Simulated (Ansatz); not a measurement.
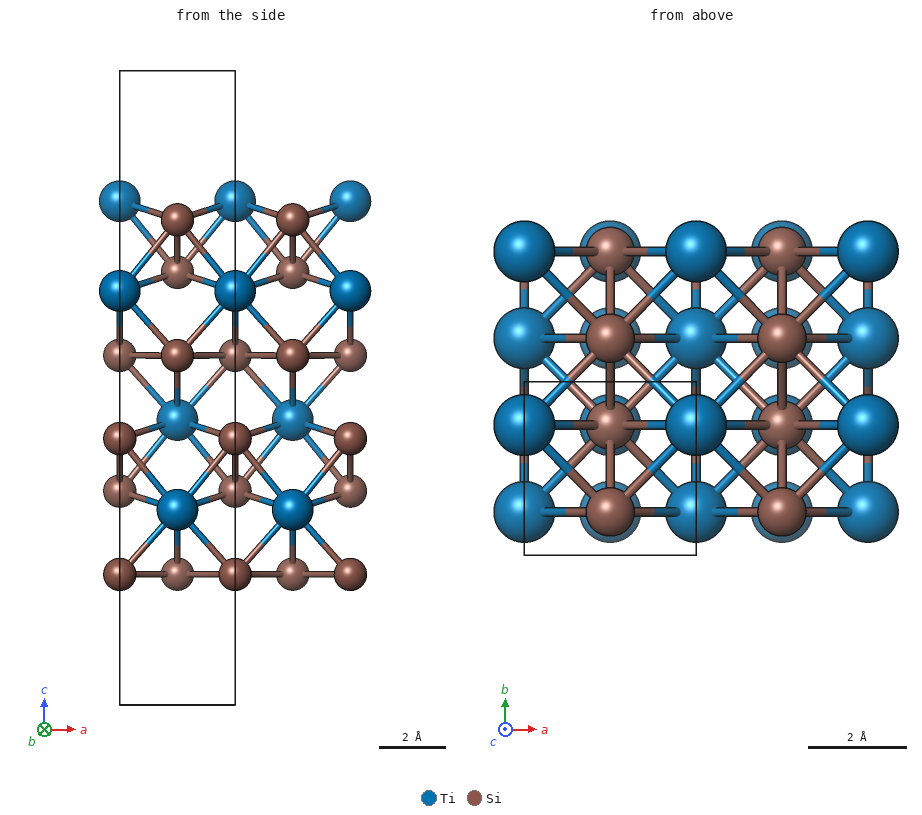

A ball-and-stick picture of a periodic slab, seen from the side and from above. The surface normal points up in side views; the box is the simulation cell. 2×2 cells are drawn in the plane, with atoms at the edges repeated.

The cell holds 4 Ti, 8 Si.

Question: What do the upper and lower surfaces expose?

Answer: The top face ends in Ti, the bottom face in Si. The faces differ, so the slab can carry a dipole.

Question: Read the thickness off the scale bar.

Answer: About 11 Å from the lowest to the highest atom, with about 8 Å of vacuum to the next image.

The starting point was a structure listed in the Materials Project. The cell was then strained or its atoms displaced on purpose. A calculation with Ansatz used it as input.

At this level of theory the run's own cell isn't at rest (forces up to 1.2 eV/Å), so its distances can differ from those at equilibrium, the more so the softer the solid.
